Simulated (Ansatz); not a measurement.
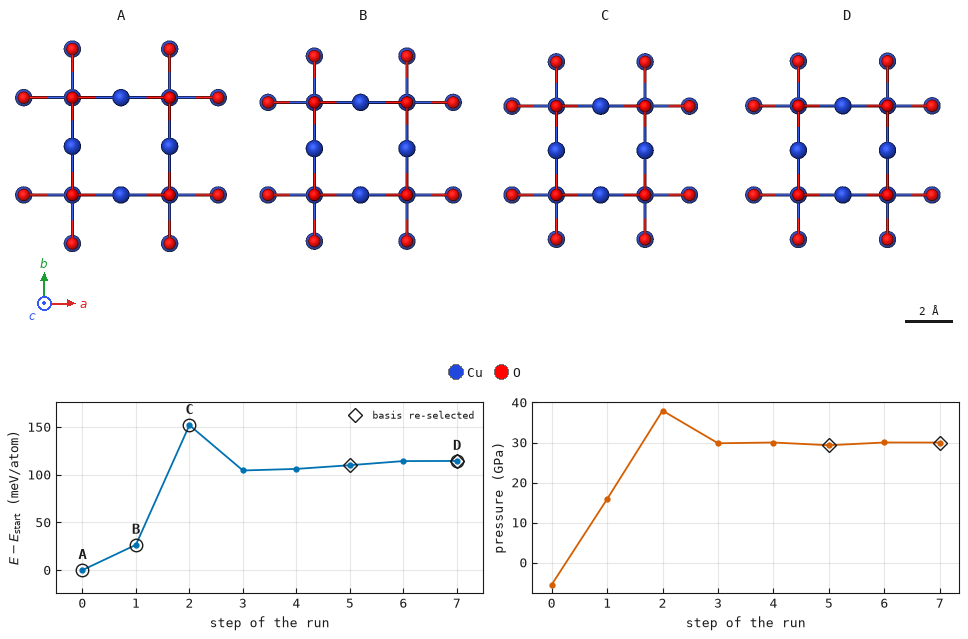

Frames of a relaxation of a crystal of CuO (set up in P4/mmm), marked on the history of the run. A ball-and-stick model of the cell of the calculation, seen along the c axis.

The run lets cell and atoms move.

Level of theory: Kohn-Sham DFT of a periodic cell, PBEsol, Ansatz PAW (Ansatz).

Input file:
```yaml
crystal:
  lattice:
    - [4.160937, 0.0, 0.0]
    - [0.0, 4.160937, 0.0]
    - [0.0, 0.0, 3.887643]
  atoms:
    - { symbol: Cu, position: [0.5, 0.0, 0.5] }
    - { symbol: Cu, position: [0.0, 0.5, 0.5] }
    - { symbol: Cu, position: [0.0, 0.0, 0.0] }
    - { symbol: O, position: [0.0, 0.0, 0.5] }
    - { symbol: O, position: [0.5, 0.0, 0.0] }
    - { symbol: O, position: [0.0, 0.5, 0.0] }
hamiltonian:
  xc: pbesol
  pseudopotentials: { kind: paw }
kpoints:
  mp_grid: { grid: [7, 7, 7] }
scf:
  occupations: { method: fermi_dirac, width: 0.05 }
output:
  forces: true
  stress: true
  eigenvalues: true
relax:
  f_tol: 0.01
  max_steps: 40
  cell: { stress_tol: 0.05, p_target: 30.0 }
```

Command:
```bash
ansatz run input.yaml --threads 2 --pin off --max-ram 5632MiB --backend cpu --events-out ev --progress --plain --runs-dir out
```

### What happens along the run?

The atoms keep their places relative to the cell (all moves are under 0.005 Å). The volume changes by −17.5 %, with a = b 4.161 → 3.813 Å (−8.4 %), c 3.888 → 3.818 Å (−1.8 %). Near-neighbour distances that change, for instance: Cu–O 2.080 → 1.907 Å, Cu–O 1.944 → 1.909 Å. The space group stays P4/mmm (No. 123). Over 5 accepted moves (7 points after the start) the energy rises by 114 meV per atom. With the target pressure of 30 GPa, the enthalpy E + pV changes by −253 meV per atom. All forces vanish by symmetry, so only the cell relaxes. Pressure: −5.50 GPa at the start and 29.99 GPa at the end. The SCF was repeated twice at an unchanged geometry on a basis and grid sized afresh for the cell, which shifted the energy by 3.9 meV per atom at most. Cost: 20 s on 2 threads of Intel(R) Xeon(R) 6975P-C (Granite Rapids), on a shared host, peak memory 0.48 GiB. From step 0 to 1: volume −11.7 %, energy +26.5 meV per atom. From step 1 to 2: volume −8.5 %, energy +125 meV per atom. From step 2 to 7: volume +2.2 %, energy −37.5 meV per atom.

```tsv
step	E − E(0), meV/atom	pressure, GPa	volume, Å³/atom	note
0	0.00	-5.50	11.218	
1	26.51	15.88	9.904	
2	151.91	37.96	9.059	
3	104.42	29.81	9.287	
4	106.07	30.00	9.278	
5	109.96	29.32	9.278	same geometry, new basis
6	114.28	30.01	9.254	
7	114.41	29.99	9.254	same geometry, new basis
```

Limits of the set-up: an element that often carries a moment was run without spin polarisation.
